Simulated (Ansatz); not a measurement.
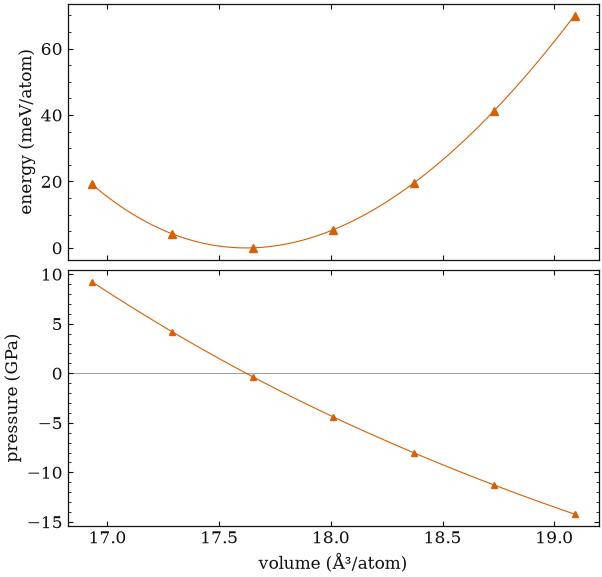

The plot gives the computed energy and pressure against volume for Ta, space group Im-3m (No. 229).

Cell as given: a = 2.860 Å, b = 2.860 Å, c = 2.860 Å, α = 109.47°, β = 109.47°, γ = 109.47°; 1 atom.

Computed with Ansatz 0.2.0: all-electron LAPW DFT, no spin polarisation; energies at scaled volumes of the given cell, shape and fractions fixed, counted from the fit's minimum, third-order Birch-Murnaghan fit. Level: PBEsol.

k mesh 11×11×11; occupations Fermi–Dirac; smearing width 0.05 eV; potentials all electron LAPW, scalar relativistic; program settings basis error eV/atom 0.0005.

Give the values behind the plot as a table.

```tsv
volume (Å³/atom)	energy (meV/atom)	pressure (GPa)
16.93	19.25	9.25
17.29	4.25	4.19
17.65	0.03	-0.35
18.01	5.45	-4.40
18.37	19.49	-8.02
18.73	41.25	-11.28
19.09	69.96	-14.22
```
